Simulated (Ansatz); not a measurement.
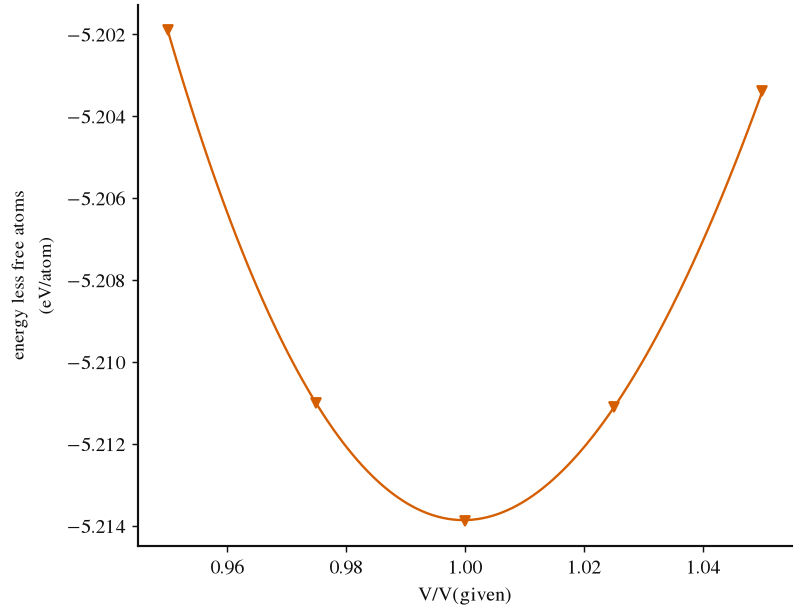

Plotted: energy less free atoms against V/V(given).

Computed with Ansatz 0.2.0: periodic Kohn-Sham DFT of a crystal at fixed atoms, scaled to the stated factor times the given cell; pressure positive in compression, energy less spherical unpolarised free atoms. Level: PBE.

For which of these solids was it computed?
A. ZrSe₂, P-3m1 (No. 164), 28.3 Å³/atom
B. TaC, Fm-3m (No. 225), 11.0 Å³/atom
C. N, Fd-3m (No. 227), 9.2 Å³/atom

Answer. C, N: energy less free atoms from −5.2139 eV/atom to −5.2019 eV/atom, V0 9.154 Å³/atom, B0 157 GPa. The others give: ZrSe₂, energy less free atoms from −6.1206 eV/atom to −6.0983 eV/atom; TaC, energy less free atoms from −10.0793 eV/atom to −10.0136 eV/atom, V0 11.21 Å³/atom, B0 321 GPa.

For TaC, limits of the calculation: no spin-orbit coupling on heavy atoms.

For ZrSe₂, limits of the calculation: small gap, it may come from the mesh; shape and atomic fractions are frozen while scaling, which makes layered, chain and framework solids too stiff.
